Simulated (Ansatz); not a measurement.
## Geometry relaxation of ZnS (part 2 of 2)

Continued. System: ZnS (4 atoms in the cell). Method: DFT PBE, scalar-relativistic, plane waves, PAW, no spin polarisation (Ansatz 0.2.0); cutoff 420 eV, 12×12×6 k-mesh, Gaussian smearing of 0.02 eV. The structure derives from a Materials Project entry.

Geometry of the input (Å; fractional positions):
```
3.8058  0.0000  0.0000
-1.9029  3.2959  0.0000
0.0000  0.0000  6.2380
Zn 0.3333  0.6667  0.0001
Zn 0.6667  0.3333  0.5001
S  0.3333  0.6667  0.3749
S  0.6667  0.3333  0.8749
```

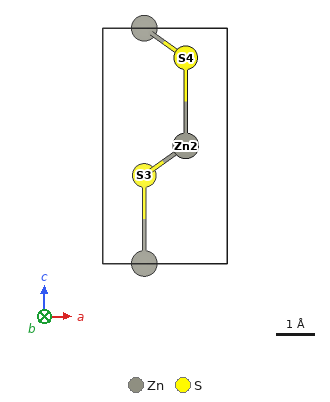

Figure 1. The geometry at step 2 of the log (ball-and-stick view of the cell of the calculation, along the b axis; atoms are numbered from 1 in the order of the input).

Output, continued:
```
SCF iter   1: F=—  HF=-8445.456572 eV  |F-HF|=—  |Δ(HF+E_count)|=         —  Δρ=5.46e-4  dr2=2.28e-4  ethr=1.15e-6  ⟨swp⟩=2.0  Hψ=9154  notcnv=0
preconditioner: auto → Resta (q_TF=auto, 2.385 Å⁻¹)  ε∞=6.5  [insulator: Δε(μ)=2.080 eV  Ē_g=10.534 eV  σ=0.020 eV  W_gap=1.00  n_scr=22 (ndim 8)  ℏωp=24.8 eV  f_vac=0.043  D(μ)=0.00/eV (n_scr^D=0)  ε∞_Penn≈6.5]
SCF iter   2: F=—  HF=-8445.456476 eV  |F-HF|=—  |Δ(HF+E_count)|=   9.54e-5  Δρ=2.70e-4  dr2=7.42e-5  ethr=6.32e-7  ⟨swp⟩=2.0  Hψ=2830  notcnv=0
SCF iter   3: F=—  HF=-8445.456483 eV  |F-HF|=—  |Δ(HF+E_count)|=   6.38e-6  Δρ=2.12e-4  dr2=2.08e-5  ethr=2.06e-7  ⟨swp⟩=2.0  Hψ=2876  notcnv=0
SCF iter   4: F=—  HF=-8445.456476 eV  |F-HF|=—  |Δ(HF+E_count)|=   6.25e-6  Δρ=5.08e-5  dr2=2.92e-6  ethr=5.77e-8  ⟨swp⟩=2.0  Hψ=2888  notcnv=0
SCF iter   5: F=-8445.456480 eV  HF=-8445.456479 eV  |F-HF|=5.33e-7  |Δ(HF+E_count)|=   2.77e-6  Δρ=1.65e-5  dr2=2.72e-7  ethr=1.11e-9  ⟨swp⟩=6.9  Hψ=12113  notcnv=0
SCF 3 converged in 5 iterations: F = -8445.456480 eV  dr2 = 2.72e-7
  greatest PAW one-centre occupation: 0.984 electrons in one spin orbital (limit 2), on the Zn atom at site 1 (counted from 0), in its partial waves of l = 2
relax step   3: F+E_penalty+E_count = -8445.45647981 eV  Δ(F+E_penalty+E_count) = -2.728e-3 eV  max|allowed force component| = 9.265e-4 eV/Å  Δτ_max = 0.0000 Å  P = +0.048 GPa  Ω = 80.681 Å³  energy of the carried Pulay correction = -1.021e-3 eV  (5 SCF iters, dr2 threshold 4.00e-7 eV, accepted)
Initial wavefunctions: pseudopotential atomic-orbital guess (no wavefunctions were taken with the density)
iter 1 solved again at ethr=1.48e-7 eV; its pass at ethr=3.10e-3 eV (dr2=5.34e-5 eV) is discarded
SCF iter   1: F=—  HF=-8445.455646 eV  |F-HF|=—  |Δ(HF+E_count)|=         —  Δρ=3.06e-4  dr2=2.06e-6  ethr=1.48e-7  ⟨swp⟩=3.0  Hψ=12749  notcnv=0
preconditioner: auto → Resta (q_TF=auto, 2.385 Å⁻¹)  ε∞=6.5  [insulator: Δε(μ)=2.082 eV  Ē_g=10.534 eV  σ=0.020 eV  W_gap=1.00  n_scr=22 (ndim 8)  ℏωp=24.8 eV  f_vac=0.042  D(μ)=0.00/eV (n_scr^D=0)  ε∞_Penn≈6.5]
SCF iter   2: F=—  HF=-8445.457005 eV  |F-HF|=—  |Δ(HF+E_count)|=   1.36e-3  Δρ=1.67e-4  dr2=2.18e-6  ethr=5.73e-9  ⟨swp⟩=2.0  Hψ=2993  notcnv=0
SCF iter   3: F=—  HF=-8445.457410 eV  |F-HF|=—  |Δ(HF+E_count)|=   4.05e-4  Δρ=6.31e-5  dr2=1.72e-7  ethr=5.73e-9  ⟨swp⟩=2.0  Hψ=2795  notcnv=0
SCF iter   4: F=—  HF=-8445.457489 eV  |F-HF|=—  |Δ(HF+E_count)|=   7.87e-5  Δρ=5.17e-6  dr2=2.22e-8  ethr=4.77e-10  ⟨swp⟩=2.0  Hψ=3017  notcnv=0
SCF iter   5: F=—  HF=-8445.457489 eV  |F-HF|=—  |Δ(HF+E_count)|=   1.54e-7  Δρ=2.55e-6  dr2=9.14e-9  ethr=6.17e-11  ⟨swp⟩=2.0  Hψ=2898  notcnv=0
SCF iter   6: F=—  HF=-8445.457489 eV  |F-HF|=—  |Δ(HF+E_count)|=   1.67e-8  Δρ=9.52e-7  dr2=1.39e-9  ethr=2.54e-11  ⟨swp⟩=2.1  Hψ=2942  notcnv=0
SCF iter   7: F=-8445.457489 eV  HF=-8445.457489 eV  |F-HF|=1.91e-10  |Δ(HF+E_count)|=   4.07e-9  Δρ=2.73e-7  dr2=3.52e-11  ethr=1.00e-12  ⟨swp⟩=4.6  Hψ=9199  notcnv=0
SCF 4 converged in 7 iterations: F = -8445.457489 eV  dr2 = 3.52e-11
relax step   4: F+E_penalty+E_count = -8445.45748898 eV  Δ(F+E_penalty+E_count) = -1.009e-3 eV  max|allowed force component| = 9.670e-4 eV/Å  Δτ_max = 0.0000 Å  P = +0.048 GPa  Ω = 80.681 Å³  stress off target by 4.84e-2 GPa  SCF on the basis re-selected at this cell (its energy is not comparable with the rows above)  (7 SCF iters)
basis re-selected at this cell: Δ(F+E_penalty+E_count) = -1.009e-3 eV, ΔP = -0.000 GPa vs the last step (what re-selecting the basis moved, of the pressure what is left beyond the Pulay correction that the steps carried, after the strain that the cell walked since its last selection, with what the two solves' SCF thresholds leave and, on support functions, any second-order correction that the steps lacked; it is no measure of the basis error at this ecutwfc). This SCF's stress stands 4.84e-2 GPa from its target on what of the cell is left free (relax.cell.stress_tol is 5.00e-2 GPa) and its largest allowed force component is 9.67e-4 eV/Å (relax.f_tol is 5.00e-3 eV/Å): within both
SCF converged after 7 iterations
Free energy (F): -8445.457489 eV
Harris-Foulkes:  -8445.457489 eV  (|F-HF|=1.91e-10)
Internal energy: -8445.457489 eV  (E = F + TS)
E sigma→0 (E₀):  -8445.457489 eV
Fermi energy:    6.559952 eV
--- Per-component energies (eV) ---
  E_band       = 2.610606
  E_kinetic    = 475.662916
  E_local      = -4116.815783  (includes V_loc(G=0)·N_el)
  E_nonlocal   = 1285.932386
  E_hartree    = 1720.946109
  E_xc         = -468.220877
  E_vxc        = -278.331391  (∫ρ·V_xc dr)
  E_paw        = -4857.632197  (= ΣΔE_a)
  E_vpaw       = -805.728796  (= ΣTr[D̂ρ^β])
  E_aug_tail   = -0.000708  (compensation charges beyond the density's cutoff)
  E_ewald      = -2485.329335
  E_smearing   = -0.000000  (= −TS)
  E_closure    = -0.000000  (closes the sum)
  Σ components = -8445.457489   (vs F -8445.457489, Δ=0.00e0)
--- Forces (eV/Å), atoms counted from 1 ---
  atom   1  Zn    -0.00000000     0.00000000    -0.00096722
  atom   2  Zn    -0.00000000    -0.00000000    -0.00096722
  atom   3  S      0.00000000     0.00000000     0.00096679
  atom   4  S     -0.00000000    -0.00000000     0.00096679
  max |Σ_I F_I| component: 8.59e-7 eV/Å
--- Stress (GPa, compression-positive) ---
        0.048439      -0.000000      -0.000000
       -0.000000       0.048439      -0.000000
       -0.000000      -0.000000       0.046134
  P = ⅓ Tr σ = 0.0477 GPa (0.477 kbar)
--- Band table (eV; the first three rows and the last of 76) ---
  k-point 0: bands = ["-7.4954", "-6.6042", "-0.7369", "-0.7247", "-0.7247", "-0.6461", "-0.6461", "-0.3045", "-0.3045", "-0.2322", "-0.2322", "-0.0805", "0.3476", "4.6632", "4.6632", "5.4437", "5.5193", "5.5193", "7.6004", "8.5707", "11.8246", "11.8246"]
  k-point 1: bands = ["-7.4441", "-6.6744", "-0.7397", "-0.7212", "-0.7212", "-0.6532", "-0.6532", "-0.3547", "-0.2984", "-0.2984", "-0.2356", "-0.2356", "0.8409", "4.7160", "4.7160", "4.8696", "5.4568", "5.4568", "8.1074", "8.6384", "11.8641", "11.8641"]
  k-point 2: bands = ["-7.2988", "-6.8569", "-0.7381", "-0.7103", "-0.7103", "-0.6712", "-0.6712", "-0.5919", "-0.2824", "-0.2824", "-0.2461", "-0.2461", "1.6935", "3.8139", "4.8634", "4.8634", "5.2902", "5.2902", "8.8115", "8.8192", "11.7441", "12.0042"]
  k-point 75: bands = ["-6.3694", "-6.3694", "-0.5996", "-0.5996", "-0.5681", "-0.5681", "-0.3669", "-0.3669", "-0.3027", "-0.3027", "0.0456", "0.0456", "0.8950", "0.8950", "2.5985", "2.5985", "4.2236", "4.2236", "9.9732", "9.9732", "11.8590", "11.8590"]
--- Relaxed structure (3 steps of the walk, 3 accepted, 1 SCFs on fresh bases) ---
  F+E_penalty+E_count = -8445.45748898 eV   max|allowed force component| = 9.670e-4 eV/Å   (the final SCF, on the basis selected at the relaxed cell)
  cell:  # Å, volume = 80.6813 Å³
    - [3.8440669360980344, -2.9157761691881516e-11, -1.1424560584279948e-34]
    - [-1.9220334680237656, 3.3290596205232887, 2.550019967788639e-34]
    - [-7.4902795954544855e-34, 4.6814247471590535e-35, 6.30464306522341]
  atoms:
    - { symbol: Zn, position: [0.3333333333333333, 0.6666666666666667, 0.00026667380189343125] }
    - { symbol: Zn, position: [0.6666666666666666, 0.33333333333333337, 0.5002666738018935] }
    - { symbol: S, position: [0.3333333333333333, 0.6666666666666667, 0.37473332619810673] }
    - { symbol: S, position: [0.6666666666666666, 0.33333333333333337, 0.8747333261981067] }
```

Trajectory as extended XYZ (Å, eV, eV/Å), 4 frames, from step=1 to step=4:
```
4
Lattice="3.8058 0.0000 0.0000 -1.9029 3.2959 0.0000 0.0000 0.0000 6.2380" Properties=species:S:1:pos:R:3:forces:R:3 step=1 energy=-8445.43991 pressure_GPa=2.33
Zn    0.0000    2.1973    0.0009    0.0000   0.0000   0.0106
Zn    1.9029    1.0986    3.1199    0.0000   0.0000   0.0106
S     0.0000    2.1973    2.3384    0.0000   0.0000  -0.0106
S     1.9029    1.0986    5.4574    0.0000   0.0000  -0.0106
4
Lattice="3.8273 0.0000 0.0000 -1.9136 3.3145 0.0000 0.0000 0.0000 6.2799" Properties=species:S:1:pos:R:3:forces:R:3 step=2 energy=-8445.45375 pressure_GPa=0.95
Zn    0.0000    2.2097    0.0017    0.0000   0.0000   0.0041
Zn    1.9136    1.1048    3.1417    0.0000   0.0000   0.0041
S     0.0000    2.2097    2.3533    0.0000   0.0000  -0.0041
S     1.9136    1.1048    5.4932    0.0000   0.0000  -0.0041
4
Lattice="3.8441 0.0000 0.0000 -1.9220 3.3291 0.0000 0.0000 0.0000 6.3046" Properties=species:S:1:pos:R:3:forces:R:3 step=3 energy=-8445.45648 pressure_GPa=0.05
Zn    0.0000    2.2194    0.0017    0.0000   0.0000  -0.0009
Zn    1.9220    1.1097    3.1540    0.0000   0.0000  -0.0009
S     0.0000    2.2194    2.3626    0.0000   0.0000   0.0009
S     1.9220    1.1097    5.5149    0.0000   0.0000   0.0009
4
Lattice="3.8441 0.0000 0.0000 -1.9220 3.3291 0.0000 0.0000 0.0000 6.3046" Properties=species:S:1:pos:R:3:forces:R:3 step=4 energy=-8445.45749 pressure_GPa=0.05
Zn    0.0000    2.2194    0.0017    0.0000   0.0000  -0.0010
Zn    1.9220    1.1097    3.1540    0.0000   0.0000  -0.0010
S     0.0000    2.2194    2.3626    0.0000   0.0000   0.0010
S     1.9220    1.1097    5.5149    0.0000   0.0000   0.0010
```

Key numbers:

| quantity | value |
| --- | --- |
| outcome | converged |
| space group (tolerance 0.01 Å) | P6₃mc (186) |
| electrons treated | 36 |
| free energy | −8445.4575 eV |
| Fermi energy | 6.560 eV |
| gap on the k-point mesh | 2.08 eV |
| pressure | 0.05 GPa |
| final volume | 80.68 Å³ |
| largest force (length of the vector) at the end | 0.001 eV/Å |
| final cell | a = 3.844 Å, b = 3.844 Å, c = 6.305 Å, α = 90.00°, β = 90.00°, γ = 120.00° |
| hardware | 4 threads of Oxide Virtual Turin-like (Zen 5), 32 GiB of memory available, shared host |
| wall time | 21 s (CPU time 75 s) |
| peak memory | 0.49 GiB |
